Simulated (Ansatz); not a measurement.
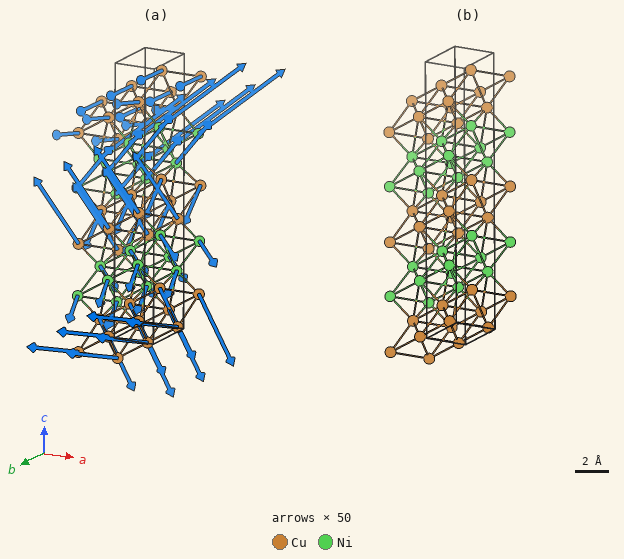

The structure of a crystal of Cu3Ni2 (a generated structure, set up in P1) (coarse preliminary run) before (left) and after (right) a relaxation, at one scale. The blue arrows give the displacements (the part carried along by the change of the cell is left out), 50 times their true length.

The picture is a ball-and-stick view of the cell of the calculation, repeated 2 × 3 × 1 with one cell outlined, seen from a free direction.

Computed with DFT PBE, scalar-relativistic, plane waves, PAW in Ansatz.

Input
```yaml
crystal:
  lattice:
    - [2.5472531659, -0.0294322381, 0.0190803053]
    - [-1.2991156439, 2.184541115, -0.0042085953]
    - [0.1578265205, 0.0509234849, 20.7938605602]
  atoms:
    - { symbol: Cu, position: [0.3303335712, 0.6458542174, 0.8455907643] }
    - { symbol: Cu, position: [0.3672773816, 0.6734676944, 0.0519944018] }
    - { symbol: Cu, position: [0.3787780079, 0.6923613016, 0.4463863804] }
    - { symbol: Cu, position: [0.6952211529, 0.3534835957, 0.9515143151] }
    - { symbol: Cu, position: [0.6108427484, 0.28504318, 0.1549117454] }
    - { symbol: Cu, position: [0.6537146837, 0.3024105939, 0.551680833] }
    - { symbol: Ni, position: [0.353203309, 0.7175301561, 0.6504520512] }
    - { symbol: Ni, position: [0.3164022934, 0.6385541157, 0.2531539436] }
    - { symbol: Ni, position: [0.6542151437, 0.380779914, 0.7446550915] }
    - { symbol: Ni, position: [0.6400117081, 0.3105152312, 0.3496604736] }
basis:
  ecutwfc: 420
kpoints:
  mp_grid: { grid: [12, 12, 1] }
hamiltonian:
  xc: pbe
scf:
  occupations: { method: gaussian, width: 0.2 }
  lower_state_search: "off"
output:
  forces: true
  stress: true
  eigenvalues: true
relax:
  adjacent_minimum: "off"
  f_tol: 0.025
  max_steps: 60
  cell: { stress_tol: 0.25 }
```

Command:
```bash
ansatz run input.yaml --threads 4 --pin off --max-ram 8192MiB --backend cpu --events-out ev --progress --plain --runs-dir out
```

Question: Summarise the run.

Answer: Over 2 accepted moves (3 points after the start) the energy falls by 12.5 meV per atom. Largest force component: 0.53 eV/Å at the start, 0.0098 eV/Å at the end. Pressure: 0.68 GPa at the start and −0.17 GPa at the end. The SCF was repeated once at an unchanged geometry on a basis and grid sized afresh for the cell, which shifted the energy by less than 0.05 meV per atom at most. The largest move relative to the cell is that of Ni9, 0.14 Å in a general direction near [1 −3 0]. By element the largest moves are Ni 0.14 Å, Cu 0.12 Å. The drawn cell changes as follows: a 2.547 → 2.524 Å (−0.9 %), b 2.542 → 2.525 Å (−0.7 %), c 20.795 → 20.828 Å (+0.2 %), α 90.2° → 90.0°, β 89.1° → 90.0°, γ 121.4° → 120.0°; the volume changes by +0.1 %. Some distances before and after: Cu6–Ni7 2.409 → 2.530 Å, Cu1–Cu4 2.691 → 2.571 Å, Cu3–Ni10 2.418 → 2.528 Å, Cu3–Cu6 2.678 → 2.578 Å. The space group stays P1 (No. 1). Cost: 3.5 min on 4 threads of Intel(R) Xeon(R) Processor @ 2.50GHz (Skylake/Cascade Lake), on a shared host, peak memory 1.1 GiB.

Limits of the set-up: an element that often carries a moment was run without spin polarisation.
